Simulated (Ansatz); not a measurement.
## Geometry relaxation of C (part 1 of 2)

C (R-3m, 2 atoms in the cell), computed with DFT PBEsol, scalar-relativistic, plane waves, PAW, no spin polarisation (Ansatz 0.2.0).

The structure derives from an entry of the Crystallography Open Database.

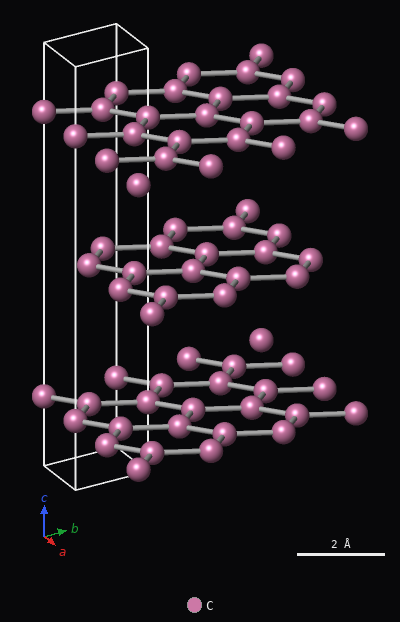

The structure as given in the input (ball-and-stick view of the cell 3 times as large as that of the calculation, set on its symmetry axes, repeated 3 × 3 × 1, seen slightly off an axis). An atom can appear more than once, as a periodic image. Near neighbours in the periodic cell (some may lie outside the picture): C has 3 C at 1.42 Å.

**The input**
```yaml
crystal:
  lattice:
    - [1.2280263465, 0.7090013417, 3.3470108394]
    - [-1.2280263465, 0.7090013417, 3.3470108394]
    - [0.0, -1.4180026834, 3.3470108394]
  atoms:
    - { symbol: C, position: [0.164, 0.164, 0.164] }
    - { symbol: C, position: [0.836, 0.836, 0.836] }
basis:
  ecutwfc: 420
kpoints:
  mp_grid: { grid: [12, 12, 12] }
hamiltonian:
  xc: pbesol
scf:
  occupations: { method: gaussian, width: 0.1 }
output:
  forces: true
  stress: true
  eigenvalues: true
relax:
  adjacent_minimum: "off"
  f_tol: 0.05
  max_steps: 80
  cell: { stress_tol: 0.5 }
```

Hardware: 2 threads of Arm Neoverse V2, 24 GiB of memory available, shared host.

Launch command:
```bash
ansatz run input.yaml --threads 2 --pin off --max-ram 5120MiB --backend cpu --events-out ev --progress --plain --runs-dir out
```

**Log**
```
basis.fft_grid_basis auto: the FFT boxes are laid along the combinations [[1, 0, -1], [0, 1, -1], [0, 0, 1]] of the cell's own vectors, 2.456, 2.456 and 3.635 Å long. The dense box has 18×18×25 points. Along the cell's own vectors, as sized, it would have 25×25×25, 1.93 times as many. Of the 12 symmetry operations that the crystal satisfies within crystal.symmetry.tolerance (time reversal apart; of a slab, those that keep its plane) the dense box along the cell's own vectors carries 12, and the one as laid loses 8 of those. basis.fft_grid_basis: typed keeps the cell's own vectors: state it where this run's energies or levels are differenced outside the engine with another run's, or held beside a run that keeps those vectors.
Engine: ansatz 0.2.0, aarch64-unknown-linux-gnu
Pseudopotentials: kind: paw
Pseudopotential: C, paw, valence charge 4, recommended cutoff 420 eV (normal), C.paw.azcp
Functional definition: PBEsol
  exchange = pbesol_x
  correlation = pbesol_c
Crystal: 2 atoms, lattice volume = 17.485 Å³
Basis set: ecut = 420 eV, 329 PW (Γ), FFT grids on a1−a3, a2−a3, a3, exchange–correlation on 36×36×50 points (8 copies of the dense FFT grid, shifted against one another)
Bands: 8, of which v1, the nominal top of the filled ones, is band 4 counted from 1 (3 counted from 0)
Symmetry: 12 space group operations
Space group: R-3m (ITA 166), of the structure as read, at distance tolerance 2.6e-5 Å
k-points: 189 of 1728
Non-local potential: C, projectors of the file, l = 0: 2, l = 1: 2, l = 2: 1
PAW form: soft (Blöchl's): semilocal exchange-correlation on the pseudo side does not see the compensation charge
PAW frozen core: C, regenerated for the run's functional, and the local potential with it (the file was generated under x = pbe(κ = 0.804, μ = 0.2195149727645171), c = pbe(β = 0.06672455060314922))
PAW one-centre angular grid: C, 110 points (default); XC on 64 Gauss nodes
Initial density: superposition of atomic densities (neutral atoms: chi_scale 0, normalization atom), corrected by the library's trained network
Initial wavefunctions: pseudopotential atomic-orbital guess
Functional: x = pbesol(κ = 0.804, μ = 0.12345679012345678), c = pbesol(β = 0.046)
SCF iter   1: F=—  HF=-493.353056 eV  |F-HF|=—  |Δ(HF+E_count)|=         —  Δρ=3.47e-3  dr2=1.48e-3  ethr=1.77e-3  ⟨swp⟩=4.2  Hψ=9811  notcnv=0
preconditioner: auto → none  [insulator: Δε(μ)=0.768 eV  Ē_g=18.391 eV  σ=0.100 eV  W_gap=1.00  n_scr=2 (ndim 8)  ℏωp=25.1 eV  f_vac=0.003  D(μ)=0.00/eV (n_scr^D=0)  ε∞_Penn≈2.9]
SCF iter   2: F=—  HF=-493.353331 eV  |F-HF|=—  |Δ(HF+E_count)|=   2.75e-4  Δρ=1.46e-3  dr2=2.10e-4  ethr=1.85e-5  ⟨swp⟩=2.2  Hψ=3747  notcnv=0
SCF iter   3: F=—  HF=-493.353421 eV  |F-HF|=—  |Δ(HF+E_count)|=   8.95e-5  Δρ=2.13e-4  dr2=6.44e-6  ethr=2.63e-6  ⟨swp⟩=3.0  Hψ=2245  notcnv=0
SCF iter   4: F=—  HF=-493.353428 eV  |F-HF|=—  |Δ(HF+E_count)|=   6.97e-6  Δρ=4.27e-5  dr2=3.47e-7  ethr=8.05e-8  ⟨swp⟩=3.0  Hψ=2323  notcnv=0
iter 5 did not close the SCF: its close was put off for the readings that it lacked (scf_convergence_deferred on its scf_iter line)
SCF iter   5: F=-493.353428 eV  HF=-493.353428 eV  |F-HF|=7.13e-10  |Δ(HF+E_count)|=   3.37e-7  Δρ=2.87e-6  dr2=6.63e-10  ethr=4.34e-9  ⟨swp⟩=2.1  Hψ=2178  notcnv=0
SCF iter   6: F=-493.353428 eV  HF=-493.353428 eV  |F-HF|=2.19e-11  |Δ(HF+E_count)|=  7.40e-10  Δρ=7.17e-7  dr2=5.37e-11  ethr=8.29e-12  ⟨swp⟩=1.3  Hψ=4679  notcnv=0
SCF 1 converged in 6 iterations: F = -493.353428 eV  dr2 = 5.37e-11
  greatest PAW one-centre occupation: 0.673 electrons in one spin orbital (limit 2), on the C atom at site 1 (counted from 0), in its partial waves of l = 0
relax step   1: F+E_penalty+E_count = -493.35342807 eV  Δ(F+E_penalty+E_count) = +0.000e0 eV  max|allowed force component| = 8.611e-1 eV/Å  Δτ_max = 0.0000 Å  P = +1.134 GPa  Ω = 17.485 Å³  (6 SCF iters, dr2 threshold 1.00e-7 eV, accepted)
Crystal: 2 atoms, lattice volume = 17.852 Å³
Basis set: ecut = 420 eV, 347 PW (Γ), FFT grids on a1−a3, a2−a3, a3, exchange–correlation on 36×36×50 points (8 copies of the dense FFT grid, shifted against one another)
Initial density: handed on by an earlier stage of this run
Initial wavefunctions: those handed on with the density
iter 1 solved again at ethr=6.17e-5 eV; its pass at ethr=3.10e-3 eV (dr2=4.93e-3 eV) is discarded
SCF iter   1: F=—  HF=-493.376136 eV  |F-HF|=—  |Δ(HF+E_count)|=         —  Δρ=8.18e-3  dr2=5.02e-3  ethr=6.17e-5  ⟨swp⟩=1.2  Hψ=14038  notcnv=0
preconditioner: auto → none  [insulator: Δε(μ)=0.602 eV  Ē_g=18.281 eV  σ=0.100 eV  W_gap=1.00  n_scr=2 (ndim 8)  ℏωp=24.9 eV  f_vac=0.005  D(μ)=0.00/eV (n_scr^D=0)  ε∞_Penn≈2.8]
SCF iter   2: F=—  HF=-493.374996 eV  |F-HF|=—  |Δ(HF+E_count)|=   1.14e-3  Δρ=3.47e-3  dr2=8.01e-4  ethr=6.17e-5  ⟨swp⟩=1.3  Hψ=1581  notcnv=0
SCF iter   3: F=—  HF=-493.374910 eV  |F-HF|=—  |Δ(HF+E_count)|=   8.67e-5  Δρ=3.76e-4  dr2=7.77e-6  ethr=1.00e-5  ⟨swp⟩=2.4  Hψ=2206  notcnv=0
SCF iter   4: F=—  HF=-493.374918 eV  |F-HF|=—  |Δ(HF+E_count)|=   8.35e-6  Δρ=2.08e-5  dr2=5.16e-8  ethr=9.71e-8  ⟨swp⟩=2.1  Hψ=1805  notcnv=0
iter 5 did not close the SCF: its close was put off for the readings that it lacked (scf_convergence_deferred on its scf_iter line)
SCF iter   5: F=-493.374918 eV  HF=-493.374918 eV  |F-HF|=1.75e-9  |Δ(HF+E_count)|=   7.47e-9  Δρ=4.97e-6  dr2=1.69e-9  ethr=6.45e-10  ⟨swp⟩=2.4  Hψ=2230  notcnv=0
SCF iter   6: F=-493.374918 eV  HF=-493.374918 eV  |F-HF|=6.65e-12  |Δ(HF+E_count)|=   2.03e-9  Δρ=5.86e-7  dr2=3.55e-11  ethr=2.11e-11  ⟨swp⟩=1.6  Hψ=4680  notcnv=0
the search or the solves at the SCF's close seem to have found levels that the self-consistency loop had missed (the run counts 1). By its estimate they hold under 1e-12 electrons; where the run keeps them, the occupations were computed again with them
SCF 2 converged in 6 iterations: F = -493.374918 eV  dr2 = 3.55e-11
  greatest PAW one-centre occupation: 0.672 electrons in one spin orbital (limit 2), on the C atom at site 1 (counted from 0), in its partial waves of l = 0
relax step   2: F+E_penalty+E_count = -493.37491810 eV  Δ(F+E_penalty+E_count) = -2.149e-2 eV  max|allowed force component| = 1.974e-1 eV/Å  Δτ_max = 0.0319 Å  P = -0.659 GPa  Ω = 17.852 Å³  energy of the carried Pulay correction = -1.252e-3 eV  (6 SCF iters, dr2 threshold 2.00e-7 eV, accepted)
Crystal: 2 atoms, lattice volume = 17.909 Å³
iter 1 solved again at ethr=1.63e-6 eV; its pass at ethr=3.10e-3 eV (dr2=1.30e-4 eV) is discarded
SCF iter   1: F=—  HF=-493.376249 eV  |F-HF|=—  |Δ(HF+E_count)|=         —  Δρ=1.45e-3  dr2=1.07e-4  ethr=1.63e-6  ⟨swp⟩=2.2  Hψ=13768  notcnv=0
preconditioner: auto → none  [insulator: Δε(μ)=0.597 eV  Ē_g=18.313 eV  σ=0.100 eV  W_gap=1.00  n_scr=2 (ndim 8)  ℏωp=24.8 eV  f_vac=0.003  D(μ)=0.00/eV (n_scr^D=0)  ε∞_Penn≈2.8]
SCF iter   2: F=—  HF=-493.376242 eV  |F-HF|=—  |Δ(HF+E_count)|=   7.36e-6  Δρ=6.27e-4  dr2=1.72e-5  ethr=1.34e-6  ⟨swp⟩=1.5  Hψ=1610  notcnv=0
SCF iter   3: F=—  HF=-493.376244 eV  |F-HF|=—  |Δ(HF+E_count)|=   2.51e-6  Δρ=7.36e-5  dr2=2.50e-7  ethr=2.15e-7  ⟨swp⟩=1.7  Hψ=1717  notcnv=0
iter 4 did not close the SCF: its close was put off for the readings that it lacked (scf_convergence_deferred on its scf_iter line)
SCF iter   4: F=-493.376244 eV  HF=-493.376244 eV  |F-HF|=2.19e-10  |Δ(HF+E_count)|=   9.33e-8  Δρ=4.23e-6  dr2=1.74e-9  ethr=3.13e-9  ⟨swp⟩=1.9  Hψ=1927  notcnv=0
iter 5 did not close the SCF: its close was put off for the readings that it lacked (scf_convergence_deferred on its scf_iter line)
SCF iter   5: F=-493.376244 eV  HF=-493.376244 eV  |F-HF|=1.47e-11  |Δ(HF+E_count)|=  2.43e-10  Δρ=3.94e-7  dr2=1.48e-11  ethr=2.18e-11  ⟨swp⟩=2.2  Hψ=2115  notcnv=0
SCF iter   6: F=-493.376244 eV  HF=-493.376244 eV  |F-HF|=1.14e-13  |Δ(HF+E_count)|=  1.80e-11  Δρ=6.05e-8  dr2=4.64e-13  ethr=1.00e-12  ⟨swp⟩=1.0  Hψ=3978  notcnv=0
SCF 3 converged in 6 iterations: F = -493.376244 eV  dr2 = 4.64e-13
relax step   3: F+E_penalty+E_count = -493.37624423 eV  Δ(F+E_penalty+E_count) = -1.326e-3 eV  max|allowed force component| = 4.077e-3 eV/Å  Δτ_max = 0.0057 Å  P = -0.044 GPa  Ω = 17.909 Å³  energy of the carried Pulay correction = -1.445e-3 eV  (6 SCF iters, dr2 threshold 2.00e-7 eV, accepted)
Initial wavefunctions: pseudopotential atomic-orbital guess (no wavefunctions were taken with the density)
iter 1 solved again at ethr=1.54e-7 eV; its pass at ethr=3.10e-3 eV (dr2=1.24e-5 eV) is discarded
SCF iter   1: F=—  HF=-493.378172 eV  |F-HF|=—  |Δ(HF+E_count)|=         —  Δρ=1.86e-4  dr2=9.11e-7  ethr=1.54e-7  ⟨swp⟩=2.7  Hψ=14106  notcnv=0
preconditioner: auto → none  [insulator: Δε(μ)=0.597 eV  Ē_g=18.312 eV  σ=0.100 eV  W_gap=1.00  n_scr=2 (ndim 8)  ℏωp=24.8 eV  f_vac=0.002  D(μ)=0.00/eV (n_scr^D=0)  ε∞_Penn≈2.8]
SCF iter   2: F=—  HF=-493.378177 eV  |F-HF|=—  |Δ(HF+E_count)|=   4.75e-6  Δρ=9.23e-5  dr2=1.95e-7  ethr=1.14e-8  ⟨swp⟩=2.5  Hψ=2128  notcnv=0
iter 3 did not close the SCF: its close was put off for the readings that it lacked (scf_convergence_deferred on its scf_iter line)
SCF iter   3: F=-493.378178 eV  HF=-493.378178 eV  |F-HF|=4.88e-9  |Δ(HF+E_count)|=   8.92e-7  Δρ=5.73e-6  dr2=7.31e-10  ethr=2.44e-9  ⟨swp⟩=2.2  Hψ=2239  notcnv=0
iter 4 did not close the SCF: its close was put off for the readings that it lacked (scf_convergence_deferred on its scf_iter line)
SCF iter   4: F=-493.378178 eV  HF=-493.378178 eV  |F-HF|=2.36e-11  |Δ(HF+E_count)|=   4.97e-9  Δρ=3.52e-7  dr2=6.46e-12  ethr=9.14e-12  ⟨swp⟩=2.2  Hψ=2288  notcnv=0
iter 5 did not close the SCF: its close was put off for the readings that it lacked (scf_convergence_deferred on its scf_iter line)
SCF iter   5: F=-493.378178 eV  HF=-493.378178 eV  |F-HF|=5.68e-14  |Δ(HF+E_count)|=  2.40e-11  Δρ=2.09e-8  dr2=1.14e-13  ethr=1.00e-12  ⟨swp⟩=1.1  Hψ=1543  notcnv=0
iter 6 did not close the SCF: its close was put off for the readings that it lacked (scf_convergence_deferred on its scf_iter line)
SCF iter   6: F=-493.378178 eV  HF=-493.378178 eV  |F-HF|=2.27e-13  |Δ(HF+E_count)|=  5.68e-14  Δρ=4.05e-9  dr2=3.43e-15  ethr=1.00e-12  ⟨swp⟩=1.0  Hψ=1512  notcnv=0
SCF iter   7: F=-493.378178 eV  HF=-493.378178 eV  |F-HF|=3.41e-13  |Δ(HF+E_count)|=  1.14e-13  Δρ=1.15e-9  dr2=1.36e-16  ethr=1.00e-12  ⟨swp⟩=1.5  Hψ=3904  notcnv=0
SCF 4 converged in 7 iterations: F = -493.378178 eV  dr2 = 1.36e-16
relax step   4: F+E_penalty+E_count = -493.37817793 eV  Δ(F+E_penalty+E_count) = -1.934e-3 eV  max|allowed force component| = 4.364e-3 eV/Å  Δτ_max = 0.0000 Å  P = +0.112 GPa  Ω = 17.909 Å³  stress off target by 6.83e-1 GPa  SCF on the basis re-selected at this cell (its energy is not comparable with the rows above)  (7 SCF iters)
basis re-selected at this cell: Δ(F+E_penalty+E_count) = -1.934e-3 eV, ΔP = +0.156 GPa vs the last step (what re-selecting the basis moved, of the pressure what is left beyond the Pulay correction that the steps carried, after the strain that the cell walked since its last selection, with what the two solves' SCF thresholds leave and, on support functions, any second-order correction that the steps lacked; it is no measure of the basis error at this ecutwfc). This SCF's stress stands 6.83e-1 GPa from its target on what of the cell is left free (relax.cell.stress_tol is 5.00e-1 GPa) and its largest allowed force component is 4.36e-3 eV/Å (relax.f_tol is 5.00e-2 eV/Å): not within both, so this SCF does not close the relaxation
Crystal: 2 atoms, lattice volume = 18.121 Å³
Basis set: ecut = 420 eV, 359 PW (Γ), FFT grids on a1−a3, a2−a3, a3, exchange–correlation on 36×36×50 points (8 copies of the dense FFT grid, shifted against one another)
iter 1 solved again at ethr=8.37e-6 eV; its pass at ethr=3.10e-3 eV (dr2=6.70e-4 eV) is discarded
```
